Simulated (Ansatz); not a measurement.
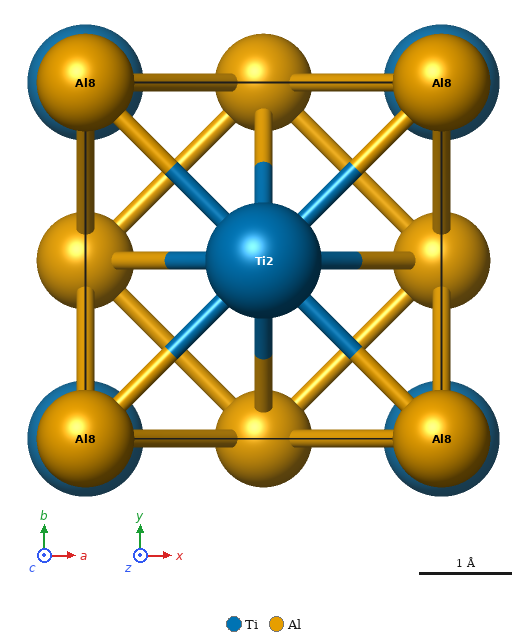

A scan of a crystal of Ti$_{3}$Al$_{5}$ (P4/mmm): the cell is strained in shear in the xy plane, with the atoms kept at their fractional coordinates. x, y and z are the Cartesian axes of the input. The picture shows the reference cell. The picture is a ball-and-stick view of the cell of the calculation, seen along the c axis.

Method: Ansatz, DFT r2SCAN, scalar-relativistic, plane waves, PAW. Settings: plane-wave cutoff 500 eV; k-point mesh 10 × 10 × 6; occupations gaussian; smearing width 0.15 eV; no spin polarisation. Energies (free energies at the smearing named) are counted from the relaxed crystal.

```
Ti Al
1.0
     3.89829    0.00000    0.00000
     0.00000    3.89829    0.00000
     0.00000    0.00000    8.32493
Ti Al
3 5
Direct
  0.00000 0.00000 0.50000
  0.50000 0.50000 0.00000
  0.50000 0.50000 0.50000
  0.00000 0.50000 0.25133
  0.00000 0.50000 0.74867
  0.50000 0.00000 0.25133
  0.50000 0.00000 0.74867
  0.00000 0.00000 0.00000
```

Q: Predict the energy profile (the strain: −0.100, −0.050, 0.000, 0.025, 0.075).

A:
| engineering shear strain | E − E(ref) (meV/atom) |
| --- | --- |
| −0.100 | 51.8 |
| −0.050 | 12.8 |
| 0.000 | 0.0 |
| 0.025 | 3.2 |
| 0.075 | 29.0 |

The lowest computed point lies at the strain 0.00 (0.0 meV/atom). The end points stand at 51.8 meV/atom (−0.10) and 29.0 meV/atom (0.075). The distortion takes the space group from P4/mmm to Cmmm. At the strain −0.10 the cell of the drawing goes a 3.898 → 3.903 Å, b 3.898 → 3.903 Å, γ 90.0° → 95.7°.
